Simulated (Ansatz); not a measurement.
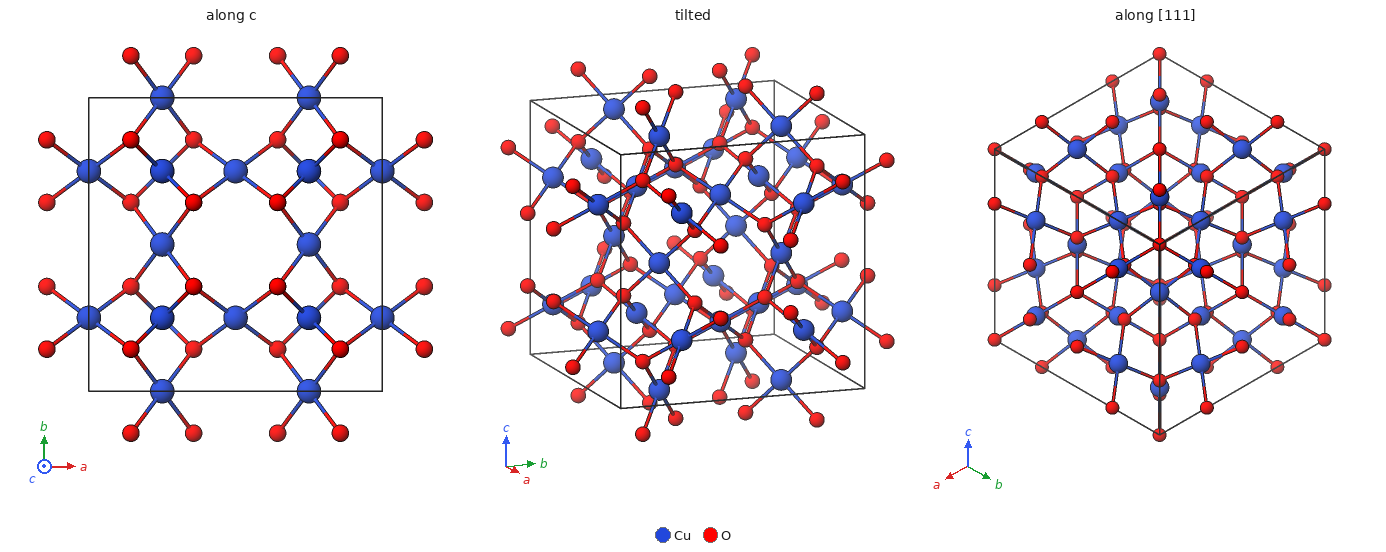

An orthographic ball-and-stick view of the structure, along the c axis, slightly off an axis and along [111]. One conventional unit cell is framed, with atoms on its boundary repeated. Some neighbours outside the box are added.

State composition, symmetry and coordination.

Its composition is Cu₃O₄. Space group Fm-3m (No. 225), lattice face-centred cubic. Atoms per cell: 56 (24 Cu, 32 O). About every Cu there are four O in a square planar arrangement. Each O has three Cu. The bonds build a three-dimensional framework.

Origin of the cell: a structure listed in the Materials Project. The geometry comes from a coarse first relaxation with DFT r2SCAN, scalar-relativistic, plane waves, PAW in Ansatz 0.2.0.
